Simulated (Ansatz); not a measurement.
```
CELL_PARAMETERS angstrom
3.31132 0.00000 0.00000
-1.65566 2.86769 0.00000
0.00000 0.00000 8.09435
ATOMIC_POSITIONS crystal
Si 0.00000 0.00000 0.00000
C 0.33333 0.66667 0.00000
C 0.66667 0.33333 0.00000
C 0.50000 0.00000 0.50000
C 0.50000 0.50000 0.50000
C 0.00000 0.50000 0.50000
```

Space group P6/mmm; a structure generated by program, which may or may not match a known phase.

Computed with DFT PBE, scalar-relativistic, plane waves, PAW (Ansatz).

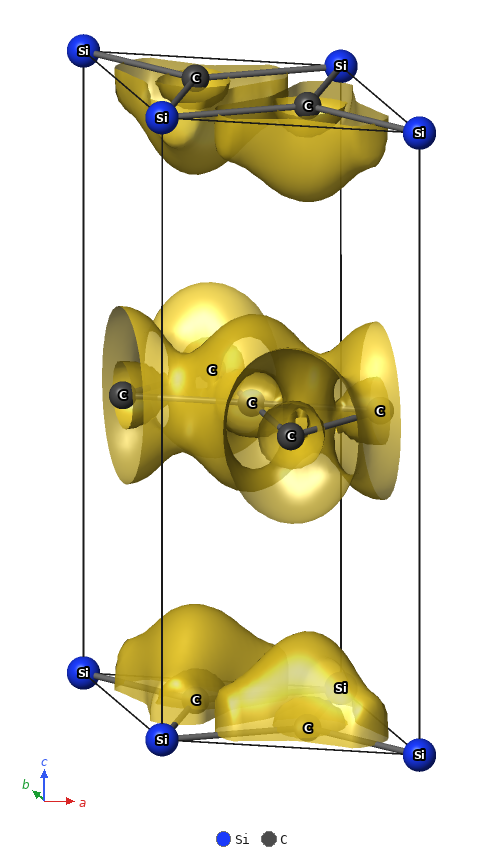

SiC$_{5}$. Isosurface of the ELF at 0.6 (yellow), seen slightly off an axis. Core shells and regions of very low density are left out. Sticks mark near contacts.

Q: Identify the bonds, lone pairs and shells in this picture.

A: The surface consists of two regions on C in which the atom's valence shell and bonds are merged and sheets that run through the cell in two directions, counted in one cell of 6 atoms. Regions shared between cells count once.

Values along the shortest contacts:
C–C (1.66 Å): the ELF peaks at about 0.75 between the atoms. Si–C (1.91 Å): the ELF peaks at about 0.80 between the atoms.

Q: Does the calculation make it a metal, or give it a gap?

A: It is metallic or semimetallic at this level of theory: no gap opens.
